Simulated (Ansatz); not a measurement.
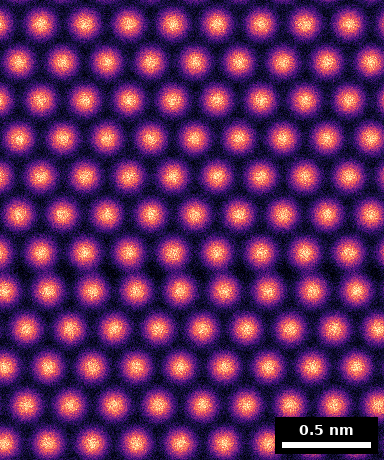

Dark-field STEM-like image of Ir (Im-3m, No. 229) along [111]. The image is simulated as a sum over atoms of Z^1.7, blurred by a 1.30 Å probe (no channelling). The probe carries 15 % of its weight in a tail 2.5 times as wide. Shot noise was added.

One planar defect was built into the perfect crystal by geometry alone, without relaxation. Host structure: coordinates from a relaxation with DFT, r2SCAN, plane waves (500 eV) with PAW, scalar-relativistic (Ansatz 0.2.0); the starting structure was generated, so it need not be a known form of this composition.

### Find the planar defect and say what kind it is.

A planar fault (a stacking fault) runs horizontally about 16 Å below the top edge. The part above it is shifted along the boundary by 1/3 of the 2.52 Å repeat of the rows (0.8 Å to the right, the same as 1.7 Å to the left); both parts keep the same orientation.
